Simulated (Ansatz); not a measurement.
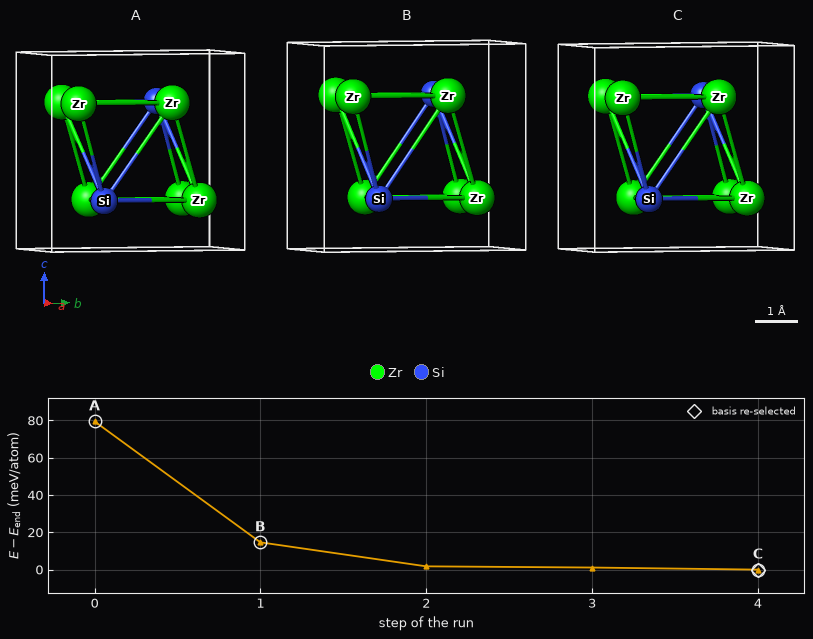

Frames of a relaxation of a crystal of Zr₃Si (a generated structure, set up in P6_3/mmc) (coarse preliminary run), marked on the history of the run. The picture is a ball-and-stick view of the cell of the calculation, seen from a free direction.

Case: Ti → Zr on all its sites, cell and atoms relaxed.

The calculation used DFT r2SCAN, scalar-relativistic, plane waves, PAW (Ansatz 0.2.0). Settings: plane-wave cutoff 500 eV; k-point mesh 6 × 6 × 4; occupations gaussian; smearing width 0.1 eV; no spin polarisation; cell and atoms relaxed; force threshold 0.05 eV/Å; at most 60 steps.

> Describe the path.

The largest moves relative to the cell, 0.010 Å, are those of Zr atoms. Si stays in place. The volume changes by +10.8 %, with a = b 5.920 → 6.112 Å (+3.2 %), c 4.737 → 4.926 Å (+4.0 %). Some distances before and after: Zr–Zr 3.052 → 3.168 Å, Zr–Zr 2.952 → 3.068 Å, Si–Zr 2.890 → 2.992 Å, Si–Zr 2.960 → 3.057 Å. The space group stays P6_3/mmc (No. 194). Over 3 accepted moves (4 points after the start) the energy falls by 79.5 meV per atom. Largest force component: 0.34 eV/Å at the start, 0.045 eV/Å at the end. Pressure: 14.00 GPa at the start and −0.15 GPa at the end. At 1 point the geometry stayed and the basis and grid were re-selected for the new cell (energy shift of 1.1 meV per atom at most each time). Cost: 47 s on 2 threads of Arm Neoverse V2, with other jobs on the host, peak memory 0.84 GiB. From step 0 to 1: Zr atoms move most (0.05 Å), volume +14.2 %, energy −64.8 meV per atom. From step 1 to 4: Zr atoms move most (0.04 Å), volume −2.9 %, energy −14.6 meV per atom.

```tsv
step	E − E(0), meV/atom	largest force component, eV/Å	pressure, GPa	volume, Å³/atom	note
0	0.00	0.3388	14.00	17.972	
1	-64.84	0.5410	-3.26	20.521	
2	-77.72	0.1782	-0.28	19.939	
3	-78.36	0.0446	-0.17	19.921	
4	-79.48	0.0449	-0.15	19.921	same geometry, new basis
```
